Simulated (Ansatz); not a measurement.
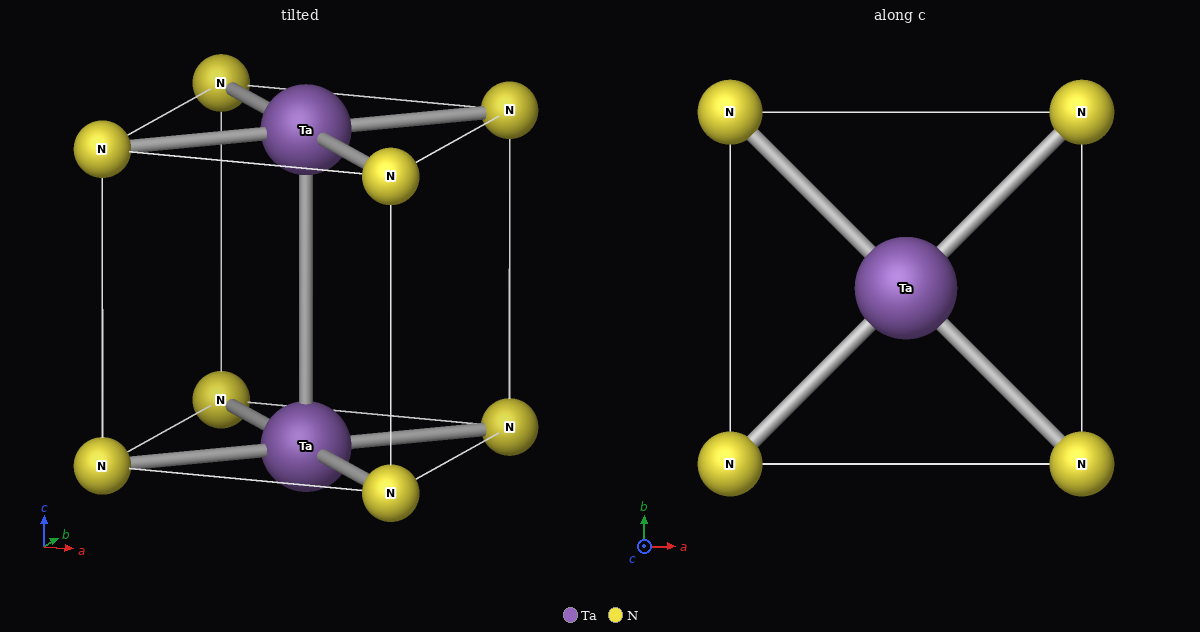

Ball-and-stick representation of a periodic structure, projected slightly off an axis and along the c axis. Thin lines show the conventional unit cell, with boundary atoms drawn in all their periodic places. Cell: a = 2.96 Å, b = 2.96 Å, c = 3.09 Å, α = 90.00°, β = 90.00°, γ = 90.00°.

Its origin is a random cell made by a generator, so it need not be a real form of the compound. Earlier steps of the study, as a rule a relaxation of our own, may have changed the cell and positions, so they can lie some per cent off the listed ones. An electronic-structure calculation with Ansatz was run on it.

Question: What can be read from this drawing?

Answer: It has the composition TaN. The symmetry is that of P4/mmm (No. 123), on a primitive tetragonal lattice. It has 2 atoms to the cell (1 Ta, 1 N). The coordination, counted out to bonding distance, is Ta 10 and N 4.

The calculation: DFT PBE, scalar-relativistic, plane waves, PAW (Ansatz), with an energy cutoff of 420 eV, Brillouin-zone sampling on an 18×18×18 mesh, Gaussian smearing of 0.1 eV, no spin polarisation.

Question: What is the band gap, if any?

Answer: A metal: bands cross the Fermi level.

Question: What net charge does each kind of atom have (Bader)?

Answer: Ta +1.63 e; N -1.63 e.

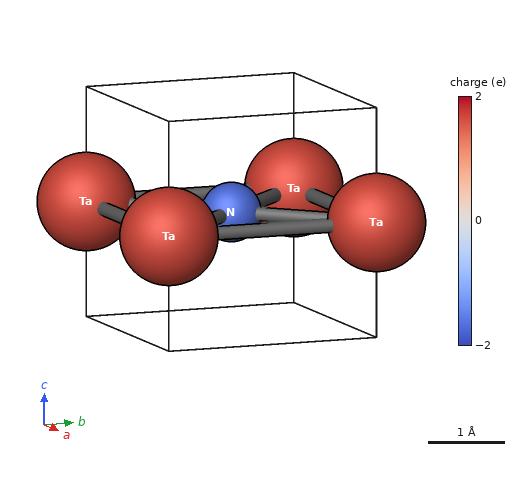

The atoms coloured by those charges. The run's cell of 2 atoms is drawn, so axes and origin can differ from the first picture.

Question: Are forces and stress small enough to call this relaxed?

Answer: Yes. All forces vanish to within 0.01 eV/Å. The pressure is 0.0 GPa, close to zero.
